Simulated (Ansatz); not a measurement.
# Single-point calculation of ZrN (part 1 of 2)

ZrN (slab, 24 atoms in the cell), computed with DFT PBE+D3(BJ), scalar-relativistic, plane waves, PAW, no spin polarisation (Ansatz 0.2.0).

The structure derives from an entry of the Crystallography Open Database. It belongs to a series of runs on one base structure; here: the slab at its places in the relaxed adsorbed structure. Figures and captions count atoms from 1; the log counts them from 0 in places.

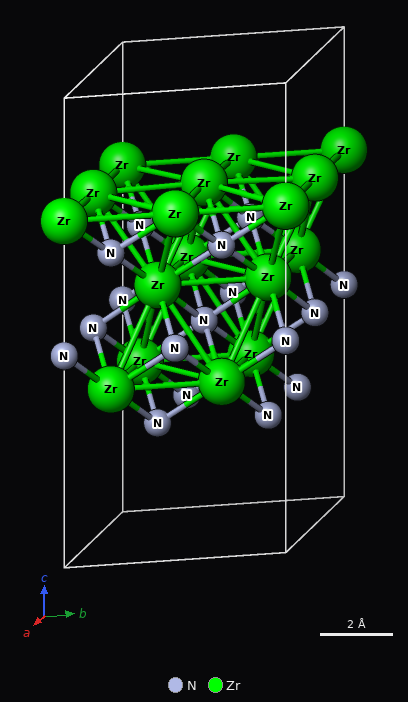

Figure 1. The structure as given in the input (ball-and-stick view of the cell of the calculation, with the vacuum cut short, seen slightly off an axis). An atom can appear more than once, as a periodic image.

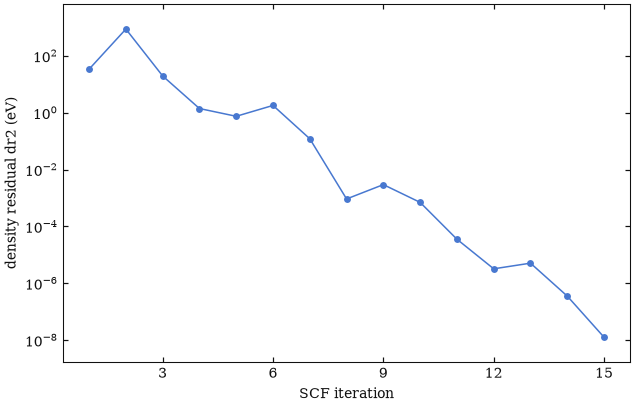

Figure 2. Convergence of the self-consistent field: density residual dr2 against the SCF iteration. The residual falls unevenly and jumps up by a factor of two or more 3 times on the way down.

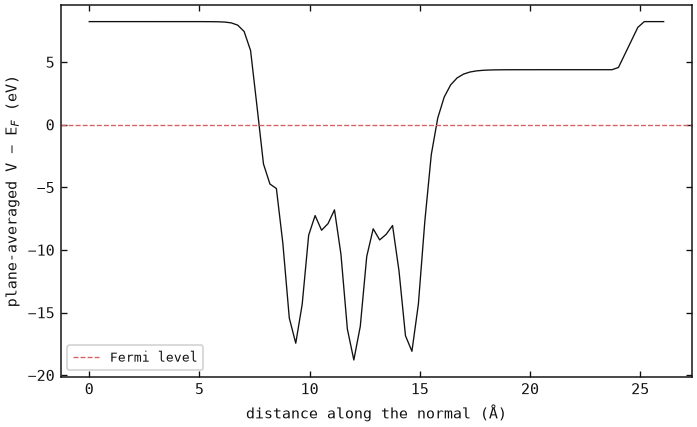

Figure 3. Plane average of the electrostatic potential energy of an electron across the cell, from the Fermi level. The vacuum level lies 4.39 eV above the Fermi level on the upper side and 8.23 eV on the lower.

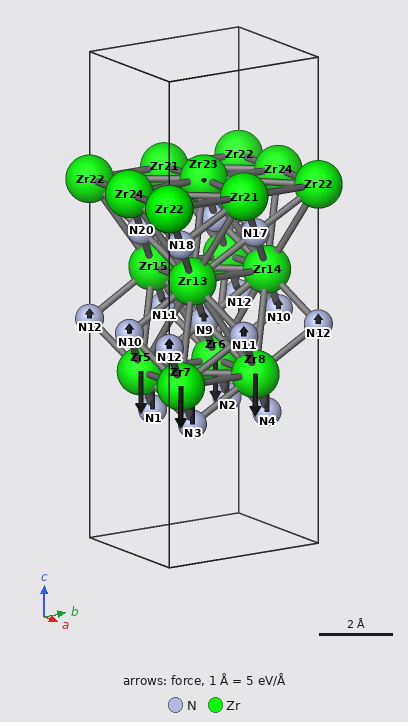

Figure 4. Forces on the atoms as black arrows (ball-and-stick view of the cell of the calculation, with the vacuum cut short, seen slightly off an axis; atoms are numbered from 1 in the order of the input); the smallest are left out. The largest act on Zr5, Zr6, Zr8 (6.04 eV/Å); Zr7 (6.01 eV/Å); N2 (4.58 eV/Å); N1, N3, N4 (4.57 eV/Å). The geometry is not a stationary point of this energy.

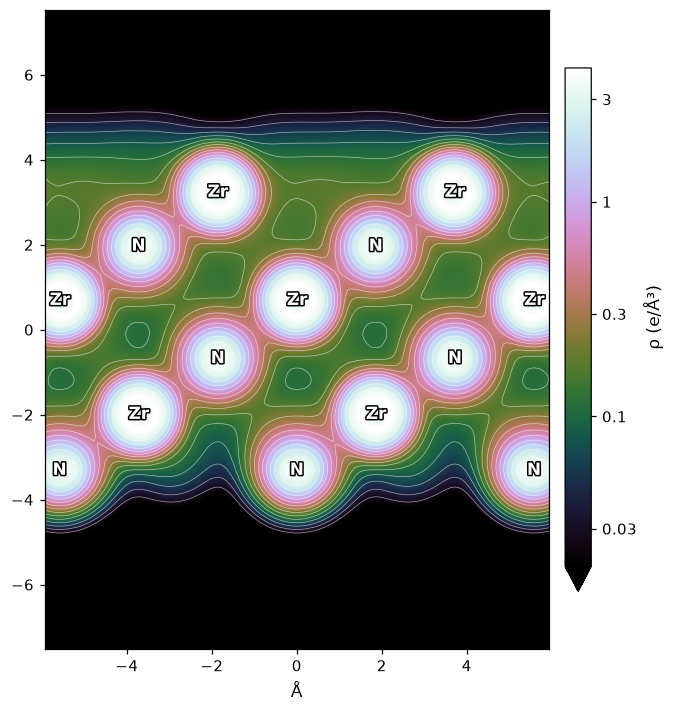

Figure 5. Valence charge density (pseudo) on the (110) plane of the calculation cell, a cut from vacuum to vacuum. Atoms in the plane: N and Zr. Zr–N (2.28 Å): ρ is about 0.5 e/Å³ halfway. Zr–Zr (3.16 Å): the density is about 0.18 e/Å³ at the midpoint. Zr–Zr (3.26 Å): the density is about 0.16 e/Å³ at the midpoint. The density dies away to nearly zero in the vacuum. The fields are those of the smooth PAW valence density.

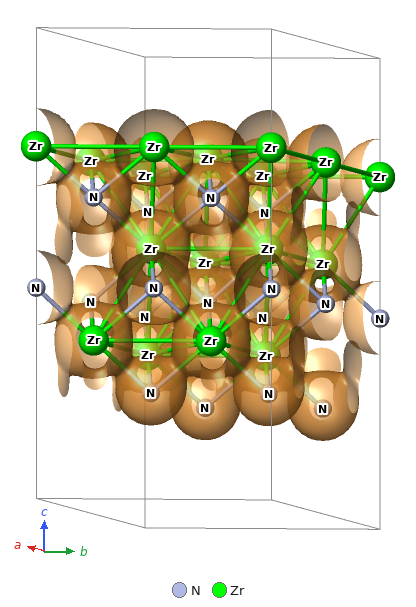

Figure 6. Isosurface of the valence pseudo-density at 0.4 e/Å³ (orange), seen at an oblique angle. Sticks mark near contacts. At this value the density is joined into sheets; it holds about 80 % of the electrons treated as valence (semicore included). It is pinched off along the Zr–Zr (3.16 Å) and Zr–Zr (3.20 Å) contacts. On the grid the lowest density along these lines, outside the cores, is 0.5 e/Å³ (Zr–N, 2.25 Å), 0.18 e/Å³ (Zr–Zr, 3.16 Å), 0.46 e/Å³ (Zr–N, 2.29 Å) and 0.19 e/Å³ (Zr–Zr, 3.20 Å).

The input and output of the run follow.

### The input
```yaml
crystal:
  lattice:
    - [6.4475937654, 0.0, 0.0]
    - [-3.2237968827, 5.5837799941, 0.0]
    - [0.0, 0.0, 26.3556478308]
  atoms:
    - { symbol: "N", position: [0.1666666667, 0.3333333333, 0.3035402526] }
    - { symbol: "N", position: [0.1666666667, 0.8333333333, 0.3035402526] }
    - { symbol: "N", position: [0.6666666667, 0.3333333333, 0.3035402526] }
    - { symbol: "N", position: [0.6666666667, 0.8333333333, 0.3035402526] }
    - { symbol: Zr, position: [0.3333333333, 0.1666666667, 0.3534767813] }
    - { symbol: Zr, position: [0.3333333333, 0.6666666667, 0.3534767813] }
    - { symbol: Zr, position: [0.8333333333, 0.1666666667, 0.3534767813] }
    - { symbol: Zr, position: [0.8333333333, 0.6666666667, 0.3534767813] }
    - { symbol: "N", position: [0.5, 0.5, 0.4034133102] }
    - { symbol: "N", position: [0.5, 0.0, 0.4034133102] }
    - { symbol: "N", position: [0.0, 0.5, 0.4034133102] }
    - { symbol: "N", position: [0.0, 0.0, 0.4034133102] }
    - { symbol: Zr, position: [0.6663691767, 0.333663127, 0.4552524606] }
    - { symbol: Zr, position: [0.6663122603, 0.8325937136, 0.4552931093] }
    - { symbol: Zr, position: [0.1673402725, 0.3336743471, 0.455247169] }
    - { symbol: Zr, position: [0.1666577314, 0.8333220987, 0.4548771847] }
    - { symbol: "N", position: [0.8319569981, 0.6660056808, 0.5038046267] }
    - { symbol: "N", position: [0.8333072323, 0.1665150817, 0.5036581973] }
    - { symbol: "N", position: [0.3341003254, 0.6660173342, 0.5037879611] }
    - { symbol: "N", position: [0.334023292, 0.1680004862, 0.5036139664] }
    - { symbol: Zr, position: [0.0007735741, 0.5013692736, 0.5518174481] }
    - { symbol: Zr, position: [0.0013364283, -0.0005323643, 0.5518798329] }
    - { symbol: Zr, position: [0.4997790929, 0.4995320642, 0.5549737378] }
    - { symbol: Zr, position: [0.4982206234, -0.0005657947, 0.5518623125] }
basis:
  ecutwfc: 420
kpoints:
  mp_grid: { grid: [4, 4, 1] }
hamiltonian:
  xc: pbe
  dispersion: d3bj
scf:
  occupations: { method: gaussian, width: 0.1 }
output:
  forces: true
  eigenvalues: true
  write_density: true
  volumetric_format: npy
efield:
  axis: 3
  dipole_correction: true
  ramp_width: 0.04
```

Launch command:
```bash
ansatz run input.yaml --threads 4 --pin off --max-ram 10240MiB --backend cpu --events-out ev --progress --plain --runs-dir out
```

### What the program printed
```
Engine: ansatz 0.2.0, x86_64-unknown-linux-gnu
Pseudopotentials: kind: paw
Pseudopotential: N, paw, valence charge 5, recommended cutoff 420 eV (normal), N.paw.azcp
Pseudopotential: Zr, paw, valence charge 12, recommended cutoff 420 eV (normal), Zr.paw.azcp
Functional definition: PBE
  parameter kappa = 0.804
  parameter beta = 0.06672455060314922
  exchange = pbe_x(kappa = kappa, mu = beta*pi^2/3)
  correlation = pbe_c(beta = beta)
Crystal: 24 atoms, lattice volume = 948.855 Å³
Basis set: ecut = 420 eV, 18593 PW (Γ), exchange–correlation on 90×90×360 points (8 copies of the dense FFT grid, shifted against one another)
Bands: 126, of which v1, the nominal top of the filled ones, is band 102 counted from 1 (101 counted from 0)
Symmetry: 1 space group operations
Space group: P1 (ITA 1), of the structure as read, at distance tolerance 9.8e-5 Å
k-points: 10 of 16 (time reversal used)
Non-local potential: N, projectors of the file, l = 0: 2, l = 1: 2, l = 2: 1
Non-local potential: Zr, projectors of the file, l = 0: 3, l = 1: 2, l = 2: 2, l = 3: 2
PAW form: soft (Blöchl's): semilocal exchange-correlation on the pseudo side does not see the compensation charge
PAW one-centre angular grid: N, 110 points (default); XC on 64 Gauss nodes
PAW one-centre angular grid: Zr, 590 points (default); XC on 64 Gauss nodes
Initial density: superposition of atomic densities (neutral atoms: chi_scale 0, normalization atom), corrected by the library's trained network
Initial wavefunctions: pseudopotential atomic-orbital guess
Functional: x = pbe(κ = 0.804, μ = 0.2195149727645171), c = pbe(β = 0.06672455060314922)
```
